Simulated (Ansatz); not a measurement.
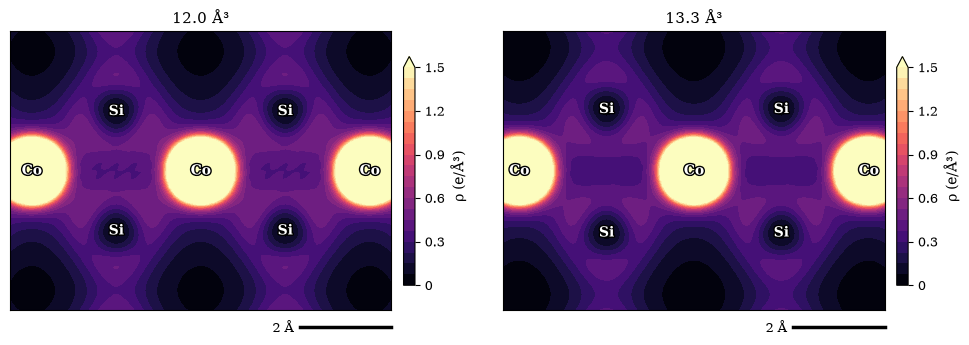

CoSi2. The valence pseudo-density of cells scaled evenly to different volumes (given per atom above each panel), on the (011̄) plane of each (indices in the axes of the cell below), at one length scale and on one colour scale.

Spin-polarised.

All numbers below come from Ansatz, Kohn-Sham DFT of a periodic cell, BLYP with D4, Ansatz PAW.

The density is the valence pseudo-density of a PAW calculation; it isn't the true density close to the nuclei.

The largest cell:

```
Co Si
1.0
     0.00000    2.71324    2.71324
     2.71324    0.00000    2.71324
     2.71324    2.71324    0.00000
Co Si
1 2
Direct
  0.00000 0.00000 0.00000
  0.75000 0.75000 0.75000
  0.25000 0.25000 0.25000
```

| volume (Å³/atom) | Co–Si contact in the plane (Å) | ρ at its midpoint (e/Å³) | pressure (GPa) | largest moment (μB) | 
| --- | --- | --- | --- | --- |
| 12.04 | 2.272 | 0.514 | 47.0 | 2.09 | 
| 13.06 | 2.335 | ? | ? | ? | 
| 13.32 | 2.350 | 0.455 | 24.5 | 2.16 | 

### Estimate the missing row, and compare with the calculation.

Over the known rows ln ρ falls by 1.56 per Å of Co–Si distance (the line through the two), which gives 0.466 e/Å³ at 2.335 Å; the calculation gives 0.465 e/Å³. For the pressure, a straight line in volume between the neighbouring rows gives 29.1 GPa; the calculation gives 28.2, lower because pressure rises ever faster on compression. For the largest moment, a straight line in volume between the neighbouring rows gives 2.15 μB; the calculation gives 2.15.
